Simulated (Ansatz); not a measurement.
# KCl: what the fields show

The calculation's input:

```
crystal:
  lattice:
    - [7.678392, 0.0, 0.0]
    - [0.0, -7.678392, 0.0]
    - [0.0, 0.0, -7.678392]
  atoms:
    - { symbol: K, position: [0.0170653542, 0.48707861, 0.5047339873] }
    - { symbol: K, position: [0.998933554, 0.4979859462, 0.0010492991] }
    - { symbol: K, position: [0.9878255189, 0.9898551102, 0.4841537577] }
    - { symbol: K, position: [0.0090396072, 0.9880660029, 0.9735092055] }
    - { symbol: K, position: [0.5087391798, 0.5171321131, 0.5049033535] }
    - { symbol: K, position: [0.4971878833, 0.5067911729, 0.0047323571] }
    - { symbol: K, position: [0.4927788698, 0.9914003166, 0.5148049875] }
    - { symbol: K, position: [0.4961607962, 0.0077179536, 0.0164343148] }
    - { symbol: Cl, position: [0.2319889068, 0.2419186903, 0.2372481012] }
    - { symbol: Cl, position: [0.2480594951, 0.2353599356, 0.7480860068] }
    - { symbol: Cl, position: [0.2412248463, 0.7556273116, 0.264378827] }
    - { symbol: Cl, position: [0.2719142369, 0.7466247231, 0.766278467] }
    - { symbol: Cl, position: [0.730977314, 0.2331644603, 0.2465193673] }
    - { symbol: Cl, position: [0.7631589239, 0.296032221, 0.7334197373] }
    - { symbol: Cl, position: [0.7244717875, 0.7568538468, 0.2582723619] }
    - { symbol: Cl, position: [0.7796781226, 0.7498295796, 0.7410311508] }
basis:
  ecutwfc: 420
kpoints:
  mp_grid: { grid: [4, 4, 4] }
hamiltonian:
  xc: pbe
scf:
  occupations: { method: fermi_dirac, width: 0.02 }
output:
  forces: true
  stress: true
  eigenvalues: true
  populations: true
  write_density: true
  write_potential: true
  elf: true
  volumetric_format: npy
```

Run with:

```sh
ansatz run input.yaml --threads 4 --pin off --max-ram 5120MiB --backend cpu --events-out ev --progress --plain --runs-dir out
```

Below, planes, directions and counts refer to the conventional cell (a = 7.68 Å, b = 7.68 Å, c = 7.68 Å, α = 90.00°, β = 90.00°, γ = 90.00°).

Space group P1; a structure from a database of computed crystals, not necessarily the ambient phase; not relaxed (largest force 0.6 eV/Å).

The calculation used Ansatz, DFT PBE, scalar-relativistic, plane waves, PAW.

Core electrons are frozen (PAW), and the valence fields are smoothed inside the atomic spheres.

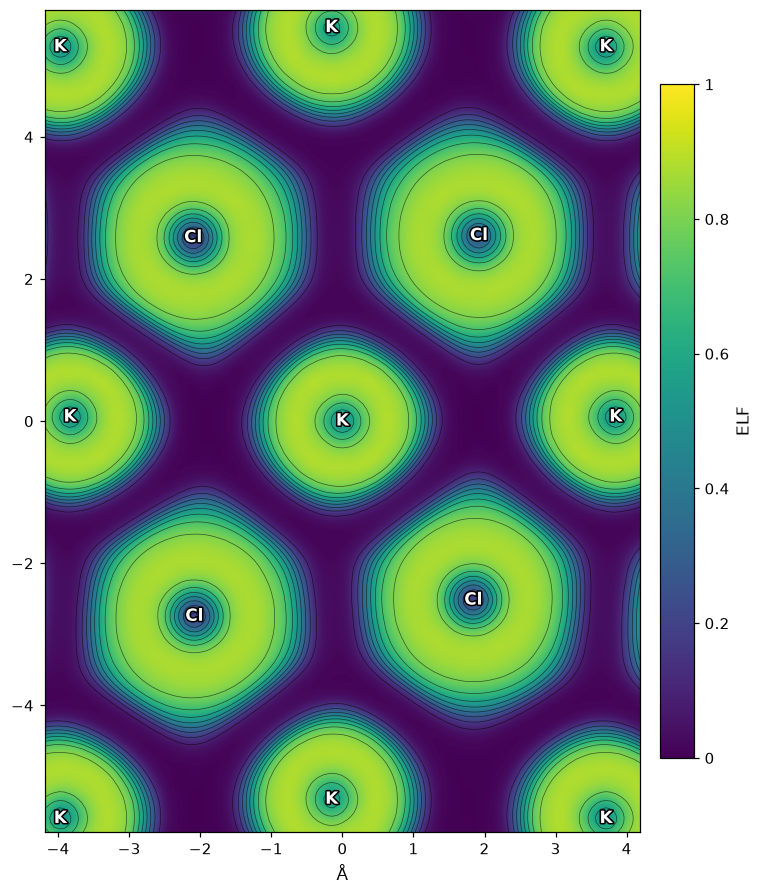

Figure 1. Electron localisation function on the (101̄) plane of the conventional cell.

Q: What does the map show?

A: Atoms in the plane: K and Cl. K–Cl (3.06 Å): the ELF is about 0.10 at the midpoint; a closed-shell, largely ionic contact. K–Cl (3.12 Å): the ELF is about 0.10 at the midpoint (a largely ionic contact). K–Cl (3.22 Å): the ELF is about 0.05 at the midpoint: a largely ionic contact. The features right at K lie inside the PAW spheres, where the map follows smoothed inner orbitals and isn't to be read closely.

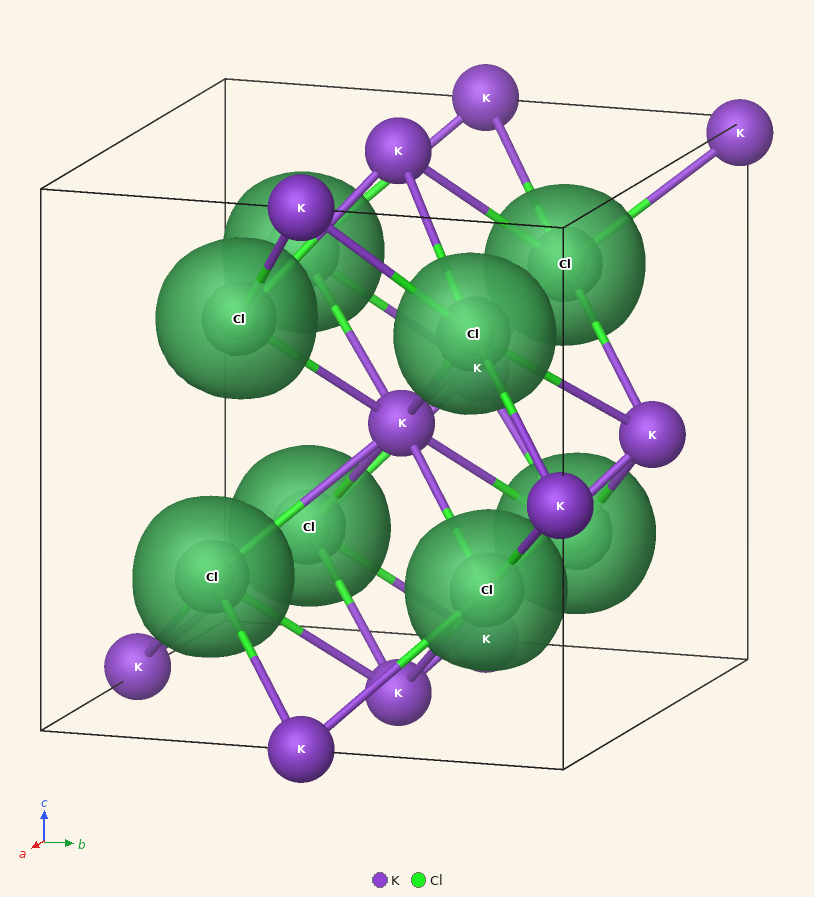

Figure 2. Isosurface of the ELF at 0.8 (green), seen slightly off an axis. Core shells and regions of very low density are left out. Sticks mark near contacts.

Q: Describe the localisation domains.

A: The surface consists of eight regions wrapped around Cl (the valence shell of each), counted in one cell of 16 atoms. Any copies at cell faces, edges or corners count once. Along the contacts the grid gives the following. K–Cl (3.01 Å): the ELF peaks at about 0.90 in the valence shell of Cl, 0.8 Å from its nucleus, and drops to about 0.05 between the two atoms (an ionic contact with no shared pair).

Q: Does the calculation give a band gap?

A: It is gapped, with a Kohn–Sham gap of 4.8 eV on the k-point mesh (the band edges may lie off the mesh, which would make the gap smaller).
